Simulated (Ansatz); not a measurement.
CuO2: geometry relaxation (part 2 of 2)

The same run, continued: CuO2 (3 atoms in the cell); DFT PBEsol, scalar-relativistic, plane waves, PAW, spin-polarised (Ansatz 0.2.0); cutoff 420 eV, 16×16×16 k-mesh, Gaussian smearing of 0.1 eV, collinear spins. The structure was built on a prototype by a generator; it need not be a known phase.

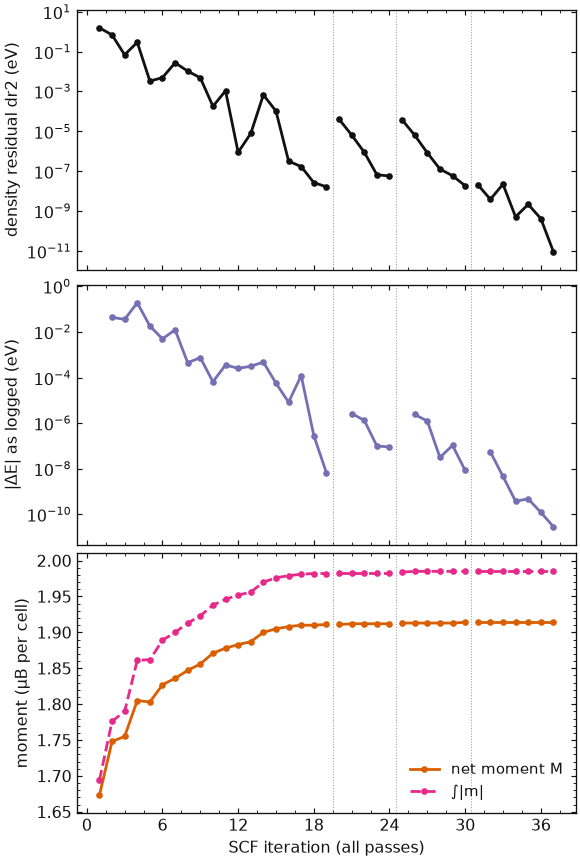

**Figure 1.** Convergence of the self-consistent field: density residual dr2, size of the energy change and magnetic moment against the SCF iteration. The dotted lines part the SCF passes of the relaxation: geometry steps, rejected trials and re-solves on a re-selected basis. The passes take 19, 5, 6 and 7 iterations. The net moment goes from 1.7 to 1.9 μB per cell.

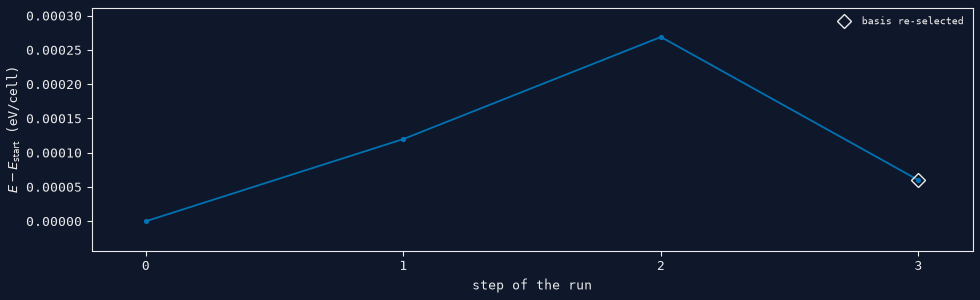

**Figure 2.** Progress of the relaxation, step by step (the first geometry is step 0 here and step 1 in the log). After 2 geometry steps the energy has risen by 0.3 meV per cell of the calculation. All forces vanish by symmetry, so only the cell relaxes. Pressure: 0.39 GPa at the start and 0.03 GPa at the end. No atom moves by more than 0.005 Å relative to the cell. A last SCF at the same geometry on a re-selected plane-wave basis shifts the energy by −0.2 meV per cell of the calculation.

```
basis re-selected at this cell: Δ(F+E_penalty+E_count) = -2.096e-4 eV, ΔP = +0.021 GPa vs the last step (what re-selecting the basis moved, of the pressure what is left beyond the Pulay correction that the steps carried, after the strain that the cell walked since its last selection, with what the two solves' SCF thresholds leave and, on support functions, any second-order correction that the steps lacked; it is no measure of the basis error at this ecutwfc). This SCF's stress stands 2.59e-2 GPa from its target on what of the cell is left free (relax.cell.stress_tol is 5.00e-2 GPa) and its largest allowed force component is 6.01e-17 eV/Å (relax.f_tol is 1.00e-2 eV/Å): within both
SCF converged after 7 iterations
Magnetization: 1.9136 μB (16.4568 up, 14.5432 down)
Absolute magnetization: 1.9846 μB (∫|ρ↑−ρ↓|, with the PAW one-centre terms)
Spin contamination: 0.0053 ħ² per cell (⟨S²⟩ above its minimum at these occupations)
Per-site moments (μB) at R_I (Å): [(0.6265406718603563, 0.85182080964264), (0.6294990453763689, 0.85182080964264), (0.6294990453763691, 0.85182080964264)]
Free energy (F): -7705.054714 eV
Harris-Foulkes:  -7705.054714 eV  (|F-HF|=1.82e-12)
Internal energy: -7705.043026 eV  (E = F + TS)
E sigma→0 (E₀):  -7705.048870 eV
Entropy (-TS):   -0.011688 eV (-3.896 meV/atom)
Fermi energy:    10.161064 eV
--- Per-component energies (eV) ---
  E_band       = -462.506887
  E_kinetic    = 638.341434
  E_local      = -5227.968030  (includes V_loc(G=0)·N_el)
  E_nonlocal   = 481.089734
  E_hartree    = 2222.796582
  E_xc         = -232.221514
  E_vxc        = -299.088358  (∫ρ·V_xc dr)
  E_paw        = -1919.651278  (= ΣΔE_a)
  E_vpaw       = -500.479551  (= ΣTr[D̂ρ^β])
  E_aug_tail   = 0.004888  (compensation charges beyond the density's cutoff)
  E_ewald      = -3667.711619
  E_core_change = 0.276778  (= ΣΔE_core)
  E_smearing   = -0.011688  (= −TS)
  E_closure    = 0.000000  (closes the sum)
  Σ components = -7705.054714   (vs F -7705.054714, Δ=0.00e0)
--- Forces (eV/Å), atoms counted from 1 ---
  atom   1  Cu    -0.00000000     0.00000000     0.00000000
  atom   2  O      0.00000000     0.00000000    -0.00000000
  atom   3  O     -0.00000000    -0.00000000     0.00000000
  max |Σ_I F_I| component: 2.78e-17 eV/Å
--- Stress (GPa, compression-positive) ---
        0.025914       0.000000       0.000000
        0.000000       0.025914       0.000000
        0.000000       0.000000       0.025914
  P = ⅓ Tr σ = 0.0259 GPa (0.259 kbar)
--- Band table (eV; the first three rows and the last of 290) ---
  k-point 0 ↑: bands = ["-102.9251", "-60.4050", "-60.4050", "-60.4050", "-10.1443", "-5.9313", "3.8785", "3.8785", "3.8785", "7.2001", "7.2001", "8.7279", "8.7279", "8.7279", "9.8371", "9.8371", "9.8371", "16.0942", "22.0873", "22.0873", "22.0873"]
  k-point 1 ↑: bands = ["-102.9251", "-60.4052", "-60.4050", "-60.4050", "-10.1044", "-5.9805", "3.9040", "3.9040", "3.9531", "7.1671", "7.1671", "8.5422", "8.7017", "8.7017", "9.8147", "9.8346", "9.8346", "16.2579", "21.9708", "22.1939", "22.1939"]
  k-point 2 ↑: bands = ["-102.9251", "-60.4055", "-60.4051", "-60.4051", "-9.9863", "-6.1226", "3.9787", "3.9787", "4.1679", "7.0790", "7.0790", "8.0874", "8.6144", "8.6144", "9.6937", "9.8343", "9.8343", "16.7117", "21.7040", "22.5059", "22.5059"]
  k-point 144 ↓: bands = ["-102.0876", "-59.5959", "-59.5959", "-59.5949", "-6.8299", "-6.8299", "3.9169", "4.0950", "6.6323", "6.6323", "7.1145", "7.9154", "8.3815", "9.5522", "9.5522", "10.8476", "11.9231", "20.6386", "22.2042", "25.1257", "25.1257"]
--- Relaxed structure (3 steps of the walk, 3 accepted, 1 SCFs on fresh bases) ---
  F+E_penalty+E_count = -7705.05471417 eV   max|allowed force component| = 6.014e-17 eV/Å   (the final SCF, on the basis selected at the relaxed cell)
  cell:  # Å, volume = 27.1151 Å³
    - [-3.248299670970939e-34, 2.384479872720015, 2.384479872720015]
    - [2.384479872720015, -5.7482165746103375e-34, 2.384479872720015]
    - [2.384479872720015, 2.384479872720015, -5.5412170857739545e-34]
  atoms:
    - { symbol: Cu, position: [7.331449655830334e-36, -1.5785417919251895e-36, -4.0340512460310425e-36] }
    - { symbol: O, position: [0.25, 0.25, 0.25] }
    - { symbol: O, position: [0.75, 0.75, 0.75] }
--- Löwdin populations: 3 sites ---
  site symbol       q [e]    m [muB]
     0     Cu     17.6651     0.5060
     1      O      6.5938     0.7073
     2      O      6.5938     0.7073
  spilling = 0.004754 (of n_electrons = 31.000000)
```

File populations.tsv:
```
# site	symbol	l	j	q_up	q_dn
# orbitals = lowdin
# n_electrons = 31.000000
# spilling = 0.004754
0	Cu	0_3S	-	0.998868	0.998861
0	Cu	0_4S	-	0.238862	0.266178
0	Cu	1_3P	-	2.999470	2.999405
0	Cu	2_3D	-	4.848329	4.315110
1	O	0_2S	-	0.957570	0.950018
1	O	1_2P	-	2.692941	1.993243
2	O	0_2S	-	0.957570	0.950018
2	O	1_2P	-	2.692941	1.993243
```

Trajectory as extended XYZ (Å, eV, eV/Å), 4 frames, from step=1 to step=4:
```
3
Lattice="0.0000 2.3829 2.3829 2.3829 0.0000 2.3829 2.3829 2.3829 0.0000" Properties=species:S:1:pos:R:3:forces:R:3 step=1 energy=-7705.05477 pressure_GPa=0.39
Cu    0.0000    0.0000    0.0000    0.0000   0.0000   0.0000
O     1.1915    1.1915    1.1915    0.0000   0.0000   0.0000
O     3.5744    3.5744    3.5744    0.0000   0.0000   0.0000
3
Lattice="0.0000 2.3837 2.3837 2.3837 0.0000 2.3837 2.3837 2.3837 0.0000" Properties=species:S:1:pos:R:3:forces:R:3 step=2 energy=-7705.05465 pressure_GPa=0.19
Cu    0.0000    0.0000    0.0000    0.0000   0.0000   0.0000
O     1.1919    1.1919    1.1919    0.0000   0.0000   0.0000
O     3.5756    3.5756    3.5756    0.0000   0.0000   0.0000
3
Lattice="0.0000 2.3845 2.3845 2.3845 0.0000 2.3845 2.3845 2.3845 0.0000" Properties=species:S:1:pos:R:3:forces:R:3 step=3 energy=-7705.05451 pressure_GPa=0.01
Cu    0.0000    0.0000    0.0000    0.0000   0.0000   0.0000
O     1.1922    1.1922    1.1922    0.0000   0.0000   0.0000
O     3.5767    3.5767    3.5767    0.0000   0.0000   0.0000
3
Lattice="0.0000 2.3845 2.3845 2.3845 0.0000 2.3845 2.3845 2.3845 0.0000" Properties=species:S:1:pos:R:3:forces:R:3 step=4 energy=-7705.05471 pressure_GPa=0.03
Cu    0.0000    0.0000    0.0000    0.0000   0.0000   0.0000
O     1.1922    1.1922    1.1922    0.0000   0.0000   0.0000
O     3.5767    3.5767    3.5767    0.0000   0.0000   0.0000
```

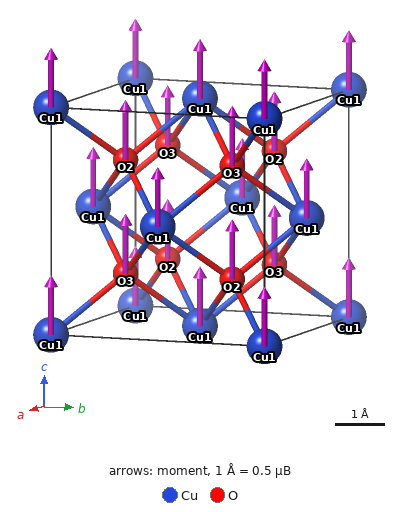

**Figure 3.** Magnetic moments of the sites as pink arrows (ball-and-stick view of the cell 4 times as large as that of the calculation, set on its symmetry axes, seen slightly off an axis; atoms are numbered from 1 in the order of the input); small moments hardly show. The run is collinear, so the axis drawn is arbitrary. Site moments: O2, O3 (0.63 μB); Cu1 (0.63 μB). They are counted near the atoms and needn't add up to the moment of the cell.

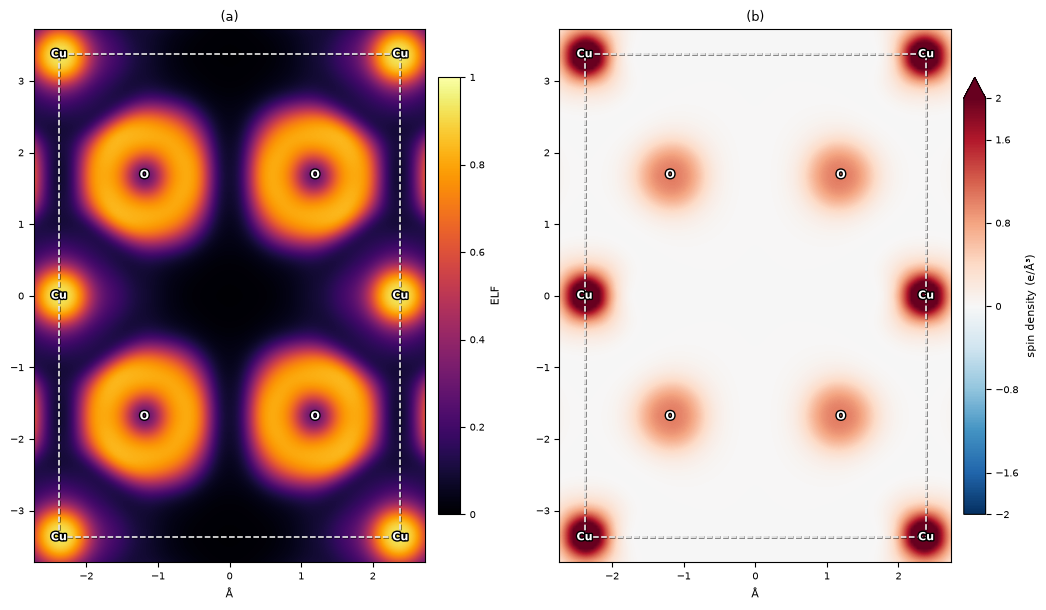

**Figure 4.** (a) electron localisation function; (b) spin density (up minus down) on the (101) plane of the conventional cell. Atoms in the plane: Cu and O. Cu–O (2.07 Å): the ELF is about 0.20 at the midpoint (no shared pair; the contact is polar). The strong features right at Cu lie inside the PAW spheres (semicore, d or f shells) and say nothing about bonding. The cell of the calculation (3 atoms) carries 1.9 μB net. Core electrons are frozen (PAW), so the fields are smoothed inside the atomic spheres.

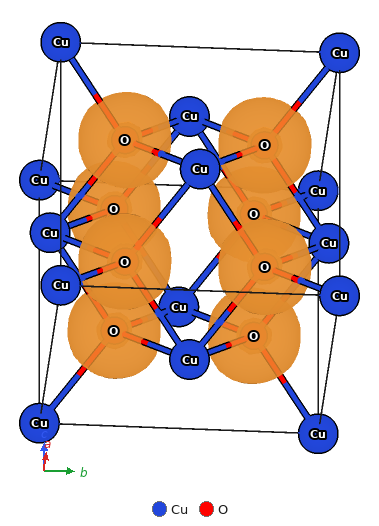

**Figure 5.** Isosurface of the electron localisation function at 0.65 (orange), seen at an oblique angle. Only the valence region is drawn (cores and ρ < 0.01 e/Å³ removed). Sticks mark near contacts. The outline is the cell set on symmetry axes. Profiles from the grid: Cu–O (2.07 Å): the ELF is about 0.20 at the midpoint (a polar contact without a shared pair, in a metal).

This output came from the following input.

Input file:
```yaml
crystal:
  lattice:
    - [0.0, 2.3829473137, 2.3829473137]
    - [2.3829473137, 0.0, 2.3829473137]
    - [2.3829473137, 2.3829473137, 0.0]
  atoms:
    - { symbol: Cu, position: [0.0, 0.0, 0.0], spin: 0.63 }
    - { symbol: O, position: [0.25, 0.25, 0.25], spin: 0.63 }
    - { symbol: O, position: [0.75, 0.75, 0.75], spin: 0.63 }
basis:
  ecutwfc: 420
kpoints:
  mp_grid: { grid: [16, 16, 16] }
hamiltonian:
  xc: pbesol
scf:
  occupations: { method: gaussian, width: 0.1 }
output:
  forces: true
  stress: true
  eigenvalues: true
  populations: true
  write_density: true
  write_potential: true
  elf: true
  volumetric_format: npy
magnetization:
  spin_polarized: true
relax:
  adjacent_minimum: "off"
  f_tol: 0.01
  max_steps: 80
  cell: { stress_tol: 0.05 }
```

Command:
```bash
ansatz run input.yaml --threads 1 --pin off --max-ram 2560MiB --backend cpu --events-out ev --progress --plain --runs-dir out
```

Results in brief:

```tsv
quantity	value
outcome	converged
space group (tolerance 0.01 Å)	Fm-3m (225)
electrons treated	31
free energy	−7705.0547 eV
Fermi energy	10.161 eV
gap on the k-point mesh	none (metallic)
net moment of the cell	1.91 μB
integrated absolute moment	1.98 μB
pressure	0.03 GPa
final volume	27.12 Å³
largest force (length of the vector) at the end	under 0.001 eV/Å
final cell	a = 3.372 Å, b = 3.372 Å, c = 3.372 Å, α = 60.00°, β = 60.00°, γ = 60.00°
hardware	1 thread of Intel Xeon (Sapphire Rapids), 32 GiB of memory available, shared host
wall time	31 s
peak memory	0.49 GiB
```
